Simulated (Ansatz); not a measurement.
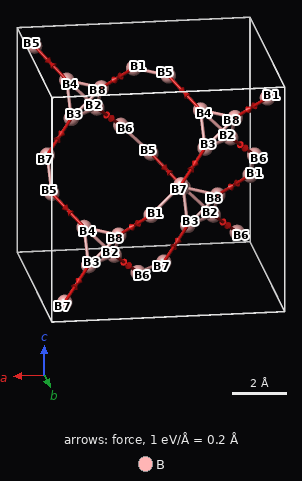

Starting geometry of solid B (a generated structure, set up in Fd-3m) (coarse preliminary run) with the computed forces as red arrows. A ball-and-stick model of the conventional cell (4 times the calculation's cell), seen from a free direction. Lengths and directions refer to the drawn axes.

The calculation used DFT PBE, scalar-relativistic, plane waves, PAW (Ansatz). (plane-wave cutoff 420 eV; k-point mesh 4 × 4 × 4; occupations gaussian; smearing width 0.1 eV; no spin polarisation; cell and atoms relaxed; force threshold 0.04 eV/Å; at most 70 steps)

Is this structure relaxed? If not, where do the atoms go?

It isn't relaxed: the largest force vector, on B atoms, is 4.97 eV/Å. The atoms end up moving mostly along the starting forces (cosine between the two patterns 1.00). Over 4 accepted moves (5 points after the start) the energy falls by 1.870 eV per cell of the calculation. The largest force component goes from 2.9 to 0.0012 eV/Å. The pressure goes from 0.35 to −0.07 GPa. The SCF was repeated once at an unchanged geometry on a basis and grid sized afresh for the cell, which shifted the energy by 8.7 meV per cell of the calculation at most. The largest moves relative to the cell, 0.085 Å, are those of 8 atoms (B1, B2, B3, B4 and others). B8 goes along [−1 1 1]. The drawn cell changes as follows: a = b = c 8.874 → 8.575 Å (−3.4 %); the volume changes by −9.8 %. Near-neighbour distances that change, for instance: B1–B8 1.857 → 1.624 Å, B1–B5 1.621 → 1.706 Å. The space group stays Fd-3m (No. 227).
